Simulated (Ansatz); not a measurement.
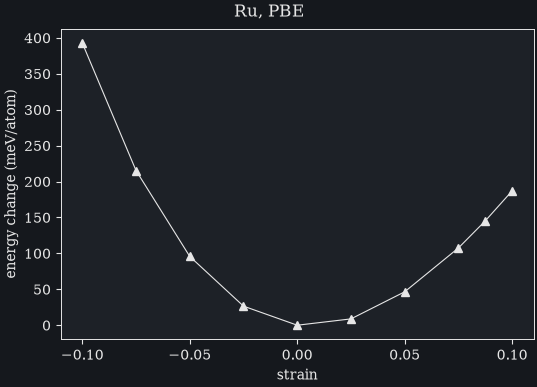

The plot gives the computed energy change against strain for Ru, space group P6_3/mmc (No. 194).

Starting cell:
```yaml
crystal:
  lattice:
    - [2.70580, 0.00000, 0.00000]
    - [-1.35290, 2.34329, 0.00000]
    - [0.00000, 0.00000, 4.28190]
  atoms:
    - { symbol: Ru, position: [0.33333, 0.66667, 0.25000] }
    - { symbol: Ru, position: [0.66667, 0.33333, 0.75000] }
```

Calculation (Ansatz 0.2.0): homogeneous strain of a crystal along one Voigt pattern with engineering shear, fractional coordinates fixed, by plane-wave density functional theory with PAW datasets, free energies less that of the undisturbed cell, pressure positive in compression; scalar-relativistic. Level: PBE, no spin polarisation.

- wave cutoff: 420 eV
- k mesh: 24×24×12
- occupations: Gaussian
- smearing width: 0.15 eV
- k shift: (0, 0, 0) (mesh steps)
- start: as given
- strain pattern: (0, 0, 1, 0, 0, 0) (xx yy zz yz xz xy with engineering shear)

From this curve and the settings, what does the calculation give for the tensile stress summed over the strain pattern and pressure at the same points?

The tensile stress summed over the strain pattern rises from −99 GPa at strain −0.1000 to 41 GPa at 0.1000, and changes sign near 0.006. The pressure falls from 56.5 GPa at strain −0.1000 to −18.7 GPa at 0.1000, and changes sign near 0.015.

| strain | tensile stress summed over the strain pattern (GPa) | pressure (GPa) |
| --- | --- | --- |
| −0.1000 | −99 | 56.5 |
| −0.0750 | −70 | 39.8 |
| −0.0500 | −44 | 25.7 |
| −0.0250 | −22 | 14.1 |
| 0.0000 | −4 | 4.5 |
| 0.0250 | 11 | −3.3 |
| 0.0500 | 24 | −9.6 |
| 0.0750 | 34 | −14.7 |
| 0.0875 | 38 | −16.8 |
| 0.1000 | 41 | −18.7 |

Keep in mind: reference crystal is not relaxed.
